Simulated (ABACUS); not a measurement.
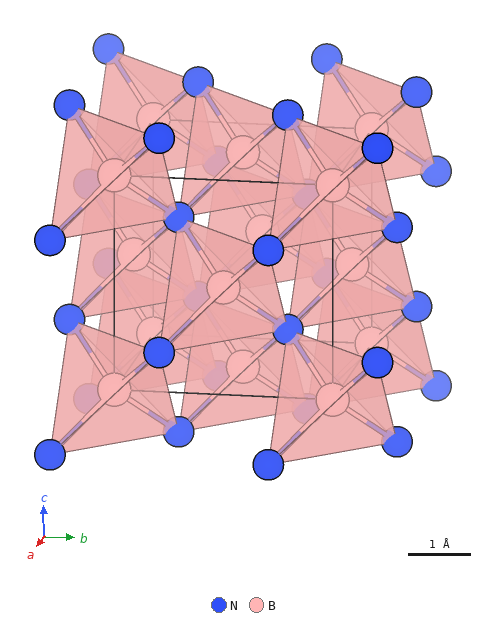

**Figure 1.** The structure as given in the input (polyhedral view of the cell 4 times as large as that of the calculation, set on its symmetry axes, seen slightly off an axis; polyhedra are completed across the faces of the cell).

# Run report: BN, geometry relaxation (part 1 of 2)

- system: BN (F-43m, 2 atoms in the cell)
- method: Kohn-Sham DFT of a periodic cell, rSCAN, SG15 ONCV 1.2 PBE, no spin polarisation (ABACUS 3.10.1)

The structure derives from a Materials Project entry.

Output:
```
ABACUS v3.10.1

               Atomic-orbital Based Ab-initio Computation at UStc

 ------------------------------------------------------------------------------------

 READING GENERAL INFORMATION
                           global_out_dir = OUT.BN/
                           global_in_card = INPUT
                               pseudo_dir = ./
                              orbital_dir =
                                    DSIZE = 4
                                    GSIZE = 1

 READING UNITCELL INFORMATION
                                    ntype = 2
                  lattice constant (Bohr) = 1.88973
              lattice constant (Angstrom) = 1

 READING ATOM TYPE 1
                               atom label = N
                      L=0, number of zeta = 1
                      L=1, number of zeta = 1
                      L=2, number of zeta = 1
             number of atom for this type = 1

 READING ATOM TYPE 2
                               atom label = B
                      L=0, number of zeta = 1
                      L=1, number of zeta = 1
                      L=2, number of zeta = 1
             number of atom for this type = 1

                        TOTAL ATOM NUMBER = 2
DIRECT COORDINATES
    atom                   x                   y                   z     mag                  vx                  vy                  vz
taud_N1            0.2500000000        0.2500000000        0.2500000000  0.0000        0.0000000000        0.0000000000        0.0000000000
taud_B1            0.0000000000        0.0000000000        0.0000000000  0.0000        0.0000000000        0.0000000000        0.0000000000

                          Volume (Bohr^3) = 79.0187
                             Volume (A^3) = 11.7093

 Lattice vectors: (Cartesian coordinate: in unit of a_0)
             +2.54888                  -0                  -0
             +1.27444            +2.20739                  -0
             +1.27444           +0.735798            +2.08115
 Reciprocal vectors: (Cartesian coordinate: in unit of 2 pi/a_0)
            +0.392329           -0.226511           -0.160168
                   -0           +0.453023           -0.160168
                   +0                  -0           +0.480503
 The esolver type has been set to : ksdft_pw

                PAO radial cut off (Bohr) = 7

 Read in pseudopotential file is N_ONCV_PBE-1.2.upf
                     pseudopotential type = NC
          exchange-correlation functional = PBE
                 nonlocal core correction = 0
                        valence electrons = 5
                                     lmax = 1
                           number of zeta = 0
                     number of projectors = 4
                           L of projector = 0
                           L of projector = 0
                           L of projector = 1
                           L of projector = 1
 XC functional updated to : MGGA_X_RSCAN+MGGA_C_RSCAN
          exchange-correlation functional = MGGA_X_RSCAN+MGGA_C_RSCAN
                PAO radial cut off (Bohr) = 7

 Read in pseudopotential file is B_ONCV_PBE-1.2.upf
                     pseudopotential type = NC
          exchange-correlation functional = PBE
                 nonlocal core correction = 0
                        valence electrons = 3
                                     lmax = 1
                           number of zeta = 0
                     number of projectors = 4
                           L of projector = 0
                           L of projector = 0
                           L of projector = 1
                           L of projector = 1
 XC functional updated to : MGGA_X_RSCAN+MGGA_C_RSCAN
          exchange-correlation functional = MGGA_X_RSCAN+MGGA_C_RSCAN
     initial pseudo atomic orbital number = 0

 SETUP THE ELECTRONS NUMBER
             electron number of element N = 5
       total electron number of element N = 5
             electron number of element B = 3
       total electron number of element B = 3
            AUTOSET number of electrons:  = 8
                           occupied bands = 4
                                   NBANDS = 8
                                   NLOCAL = 18

 SETUP THE PLANE WAVE BASIS
 energy cutoff for charge/potential (unit:Ry) = 388
            fft grid for charge/potential = [ 32, 32, 32 ]
                        fft grid division = [ 1, 1, 1 ]
        big fft grid for charge/potential = [ 32, 32, 32 ]
                                     nbxx = 32768
                                     nrxx = 32768

 SETUP PLANE WAVES FOR CHARGE/POTENTIAL
                    number of plane waves = 10177
                         number of sticks = 625

 PARALLEL PW FOR CHARGE/POTENTIAL
     PROC   COLUMNS(POT)             PW
        1            625          10177
 --------------- sum -------------------
        1            625          10177
                            number of |g| = 154
                                  max |g| = 35.0943
                                  min |g| = 0

----------- Double Check Mixing Parameters Begin ------------
mixing_type: broyden
mixing_beta: 0.7
mixing_gg0: 1
mixing_gg0_min: 0.1
mixing_ndim: 8
----------- Double Check Mixing Parameters End ------------

 LATTICE VECTORS: (CARTESIAN COORDINATE: IN UNIT OF A0)
             +2.54888                  -0                  -0
             +1.27444            +2.20739                  -0
             +1.27444           +0.735798            +2.08115
                       right hand lattice = 1
                                   NORM_A = 2.54888
                                   NORM_B = 2.54888
                                   NORM_C = 2.54888
                           ALPHA (DEGREE) = 60
                           BETA  (DEGREE) = 60
                           GAMMA (DEGREE) = 60

 The lattice vectors have been changed (STRU_SIMPLE.cif)

(for optimal symmetric configuration:)
                             BRAVAIS TYPE = 3
                     BRAVAIS LATTICE NAME = 03. Cubic F (face-centered)
                                    ibrav = 3
                                    IBRAV = 3
                                  BRAVAIS = FACE CENTERED CUBIC
                       LATTICE CONSTANT A = 3.60466
Original cell was already a primitive cell.
                        ROTATION MATRICES = 48
              PURE POINT GROUP OPERATIONS = 24
                   SPACE GROUP OPERATIONS = 24
                                       C2 = 3
                                       C3 = 8
                                       C4 = 0
                                       C6 = 0
                                       S1 = 6
                                       S3 = 0
                                       S4 = 6
                                       S6 = 0
                              POINT GROUP = T_d
                                       C2 = 3
                                       C3 = 8
                                       C4 = 0
                                       C6 = 0
                                       S1 = 6
                                       S3 = 0
                                       S4 = 6
                                       S6 = 0
               POINT GROUP IN SPACE GROUP = T_d

 SETUP K-POINTS
                                    nspin = 1
                   Input type of k points = Monkhorst-Pack(Gamma)
                                   nkstot = 512
                       right hand lattice = 1
(for reciprocal lattice: )
                             BRAVAIS TYPE = 2
                     BRAVAIS LATTICE NAME = 02. Cubic I (body-centered)
                                    ibrav = 2
                       right hand lattice = 1
(for k-lattice: )
                             BRAVAIS TYPE = 2
                     BRAVAIS LATTICE NAME = 02. Cubic I (body-centered)
                                    ibrav = 2
                       right hand lattice = 1
                        ROTATION MATRICES = 48
                               nkstot_ibz = 29
K-POINTS REDUCTION ACCORDING TO SYMMETRY
     IBZ    DIRECT_X    DIRECT_Y    DIRECT_Z  WEIGHT  ibz2bz
       1  0.00000000  0.00000000  0.00000000  0.0020       0
       2  0.12500000  0.12500000  0.12500000  0.0156       1
       3  0.25000000  0.25000000  0.25000000  0.0156       2
       4  0.37500000  0.37500000  0.37500000  0.0156       3
       5  0.50000000  0.50000000  0.50000000  0.0078       4
       6  0.12500000  0.12500000  0.00000000  0.0117       9
       7  0.25000000  0.25000000  0.12500000  0.0469      10
       8  0.37500000  0.37500000  0.25000000  0.0469      11
       9  0.50000000  0.50000000  0.37500000  0.0469      12
      10  0.50000000  0.37500000  0.37500000  0.0469      13
      11  0.37500000  0.25000000  0.25000000  0.0469      14
      12  0.12500000  0.12500000  0.25000000  0.0234      15
      13  0.25000000  0.25000000  0.00000000  0.0117      18
      14  0.37500000  0.37500000  0.12500000  0.0469      19
      15  0.50000000  0.50000000  0.25000000  0.0469      20
      16 -0.37500000  0.37500000  0.37500000  0.0469      21
      17  0.50000000  0.25000000  0.25000000  0.0234      22
      18  0.37500000  0.37500000  0.00000000  0.0117      27
      19  0.50000000  0.50000000  0.12500000  0.0469      28
      20 -0.25000000  0.37500000  0.37500000  0.0234      29
      21  0.50000000  0.50000000  0.00000000  0.0059      36
      22  0.37500000  0.25000000  0.12500000  0.0469      83
      23  0.50000000  0.37500000  0.25000000  0.0938      84
      24  0.50000000  0.37500000 -0.37500000  0.0469      85
      25  0.50000000  0.37500000  0.12500000  0.0469      92
      26  0.50000000  0.37500000 -0.25000000  0.0938      93
      27 -0.37500000  0.37500000  0.25000000  0.0469      94
      28 -0.12500000  0.50000000  0.37500000  0.0234     101
      29  0.50000000  0.25000000 -0.25000000  0.0117     166

                               nkstot now = 29
[... K-POINTS DIRECT COORDINATES: 29 rows ...]

           k-point number in this process = 8
       minimum distributed K point number = 7
[... stars of the k points ...]

[... K-POINTS CARTESIAN COORDINATES: 8 rows ...]

[... K-POINTS DIRECT COORDINATES: 8 rows ...]

 SETUP PLANE WAVES FOR WAVE FUNCTIONS
     energy cutoff for wavefunc (unit:Ry) = 97
              fft grid for wave functions = [ 32, 32, 32 ]
                    number of plane waves = 1639
                         number of sticks = 187

 PARALLEL PW FOR WAVE FUNCTIONS
     PROC   COLUMNS(POT)             PW
        1            187           1639
 --------------- sum -------------------
        1            187           1639

 SETUP NONLOCAL PSEUDOPOTENTIALS IN PLANE WAVE BASIS
 N non-local projectors:
 projector 1 L=0
 projector 2 L=0
 projector 3 L=1
 projector 4 L=1
 B non-local projectors:
 projector 1 L=0
 projector 2 L=0
 projector 3 L=1
 projector 4 L=1
      TOTAL NUMBER OF NONLOCAL PROJECTORS = 16

 Init Non-Local PseudoPotential table :
 Init Non-Local-Pseudopotential done.

                                     npwx = 1288

 -------------------------------------------
 SELF-CONSISTENT
 -------------------------------------------
                                 init_chg = atomic

 PW ALGORITHM --------------- ION=   1  ELEC=   1--------------------------------

 Density error is 0.201159796709
                          Error Threshold = 0.01
----------------------------------------------------------
     Energy           Rydberg                 eV
----------------------------------------------------------
 E_KohnSham     -25.7105229206       -349.8096102793
 E_Harris       -24.5483510926       -333.9974513635
 E_Fermi        0.9269590758         12.6119252434
----------------------------------------------------------

 PW ALGORITHM --------------- ION=   1  ELEC=   2--------------------------------

 Density error is 0.0288999878268
                          Error Threshold = 0.00251449745886
----------------------------------------------------------
     Energy           Rydberg                 eV
----------------------------------------------------------
 E_KohnSham     -25.7560222637       -350.4286606011
 E_Harris       -26.0181121781       -353.9945768250
 E_Fermi        1.0547965914         14.3512438741
----------------------------------------------------------

 PW ALGORITHM --------------- ION=   1  ELEC=   3--------------------------------

 Density error is 0.00174164256197
                          Error Threshold = 0.000361249847834
----------------------------------------------------------
     Energy           Rydberg                 eV
----------------------------------------------------------
 E_KohnSham     -25.7622345666       -350.5131833189
 E_Harris       -25.6854130343       -349.4679727494
 E_Fermi        1.1006276997         14.9748080930
----------------------------------------------------------

 PW ALGORITHM --------------- ION=   1  ELEC=   4--------------------------------

 Density error is 2.58302644066e-05
                          Error Threshold = 2.17705320247e-05
----------------------------------------------------------
     Energy           Rydberg                 eV
----------------------------------------------------------
 E_KohnSham     -25.7623809074       -350.5151743874
 E_Harris       -25.7541987323       -350.4038501839
 E_Fermi        1.1121233116         15.1312139161
----------------------------------------------------------

 PW ALGORITHM --------------- ION=   1  ELEC=   5--------------------------------

 Density error is 2.00081441403e-06
                          Error Threshold = 3.22878305082e-07
----------------------------------------------------------
     Energy           Rydberg                 eV
----------------------------------------------------------
 E_KohnSham     -25.7623892093       -350.5152873398
 E_Harris       -25.7654252152       -350.5565943198
 E_Fermi        1.1127614754         15.1398965805
----------------------------------------------------------

 PW ALGORITHM --------------- ION=   1  ELEC=   6--------------------------------

 Density error is 2.04010708406e-09
                          Error Threshold = 2.50101801753e-08
```
